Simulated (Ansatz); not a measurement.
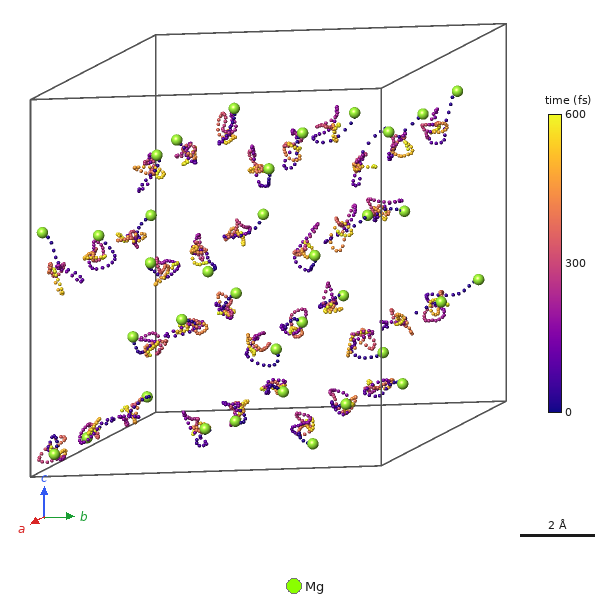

First-principles dynamics of a 36-atom cell of Mg, 600 fs long. It starts from the last geometry of an earlier run, with fresh velocities. Dots mark each atom's position at evenly spaced times, coloured by time; spheres stand at the starting positions. Seen slightly off an axis in the simulation cell.

Level of theory: DFT PBE, scalar-relativistic, plane waves, PAW in Ansatz 0.2.0. Run with plane-wave cutoff 420 eV; k-point mesh 2 × 2 × 1; Fermi-Dirac smearing 0.11 eV; low-accuracy preset; Langevin thermostat and barostat (NPT); set temperature 910 K; time step 2 fs; friction 0.01 per fs; target pressure 20 GPa.

**How do the atoms move?**

Root-mean-square distances from the starting positions over the second half, with the common drift of all atoms taken out: Mg 0.63 Å. Against the typical shortest distance between atoms in the first frame, about 2.7 Å these are large excursions, but over 600 fs one can't yet tell strong vibration from the start of diffusion. The mean temperature in the second half is 1068 K (standard deviation 118 K). The potential energy in the second half lies on average 176 meV per atom above the first frame. The mean pressure there is 19.6 GPa. The volume ends −23.6 % from the start. The conserved quantity stays between −0.3 and 0.17 meV per atom of its start. A straight-line fit has a slope that amounts to +0.26 meV per atom over 600 fs (0.2 % of the mean kinetic energy), its mean offset in the second half is under 0.1 %, and the ripple about the line is 0.3 % of the kinetic energy's fluctuation. With a drift under 2 % and a ripple under 7 %, the integration is accurate.

Limits of the set-up: the k-point mesh is coarse for a cell with partly filled bands; the program's low-accuracy preset was used.
